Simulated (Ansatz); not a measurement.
Mg3O2

The calculation's input:

```
crystal:
  lattice:
    - [1.4812011067, 0.8551718577, 7.2356640917]
    - [-1.4812011067, 0.8551718577, 7.2356640917]
    - [0.0, -1.7103437154, 7.2356640917]
  atoms:
    - { symbol: Mg, position: [0.2223359238, 0.2223359238, 0.2223359238] }
    - { symbol: Mg, position: [0.7776640762, 0.7776640762, 0.7776640762] }
    - { symbol: Mg, position: [0.0, 0.0, 0.0] }
    - { symbol: O, position: [0.6119789748, 0.6119789748, 0.6119789748] }
    - { symbol: O, position: [0.3880210252, 0.3880210252, 0.3880210252] }
basis:
  ecutwfc: 420
kpoints:
  mp_grid: { grid: [12, 12, 12] }
hamiltonian:
  xc: pbe
scf:
  occupations: { method: gaussian, width: 0.1 }
output:
  forces: true
  stress: true
  eigenvalues: true
  write_density: true
  write_potential: true
  elf: true
  volumetric_format: npy
relax:
  adjacent_minimum: "off"
  f_tol: 0.01
  max_steps: 30
  cell: { stress_tol: 0.1, fix: [volume] }
```

Command:

```sh
ansatz run input.yaml --threads 1 --pin off --max-ram 2560MiB --backend cpu --events-out ev --progress --plain --runs-dir out
```

Below, planes, directions and counts refer to the conventional cell (a = 2.96 Å, b = 2.96 Å, c = 21.72 Å, α = 90.00°, β = 90.00°, γ = 120.00°).

The fields are those of the relaxed geometry.

Space group R-3m; a generated structure, not necessarily the stable one; changed on purpose from its base cell (volume × 0.91, shape and atoms relaxed); computed pressure about 11 GPa in this cell.

Level of theory: DFT PBE, scalar-relativistic, plane waves, PAW in Ansatz 0.2.0.

In a PAW calculation such maps are meaningful between the atoms, not at the nuclei.

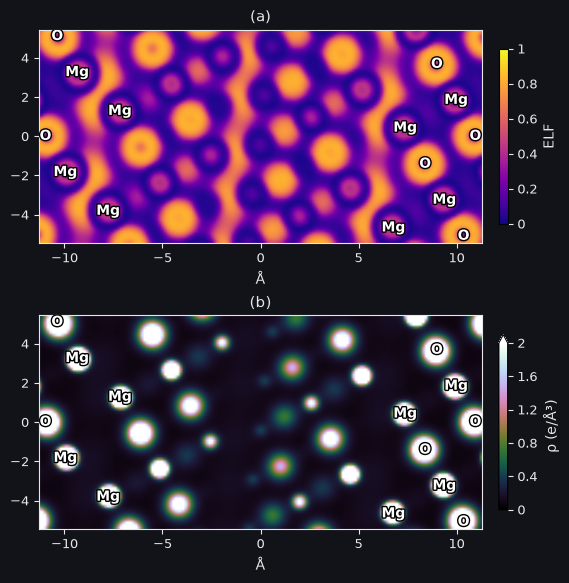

Figure 1. (a) electron localisation function; (b) valence charge density (pseudo) on the (111) plane of the conventional cell.

Question: What does the map show?

Answer: The plane passes through Mg and O nuclei.
Atoms just off the plane (Mg, 0.4 Å away and O, 0.3 Å away) can leave unmarked features too.
Mg–O (2.10 Å): ρ at the midpoint is about 0.34 e/Å³; the ELF peaks at about 0.85 in the valence shell of O, 0.6 Å from its nucleus, and is about 0.30 at the midpoint.
Between the atoms the lowest density in this plane is 0.07 e/Å³.
The ELF has a maximum of about 0.80 in the space between the atoms, on no atom or two-centre bond.

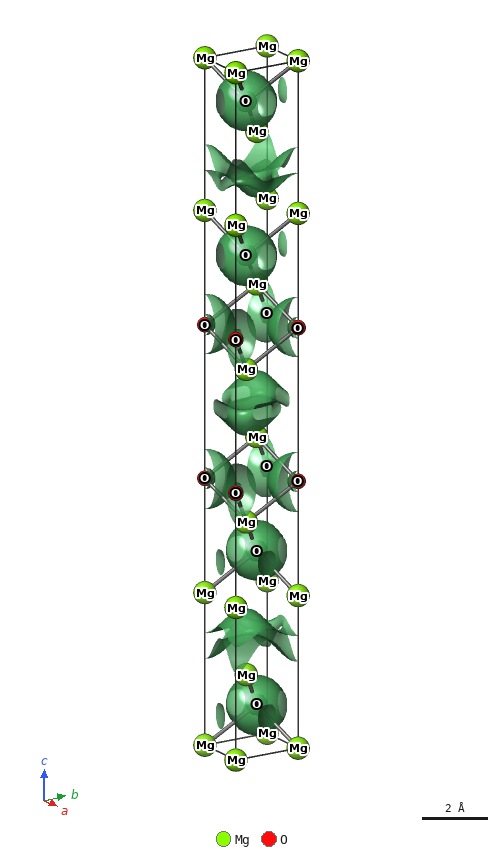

Figure 2. Isosurface of the electron localisation function at 0.65 (green), seen slightly off an axis. Core shells and regions of very low density are left out. Sticks mark near contacts.

Question: What do the ELF domains correspond to?

Answer: The ELF exceeds this value in six regions wrapped around O (the valence shell of each) and sheets that run through the cell in two directions, counted in one cell of 15 atoms. Regions shared between cells count once.


Mg–O (2.08 Å): the ELF peaks at about 0.85 in the valence shell of O, 0.6 Å from its nucleus, and is about 0.30 at the midpoint.

Question: Does the calculation give a band gap?

Answer: It is metallic or semimetallic at this level of theory: no gap opens.
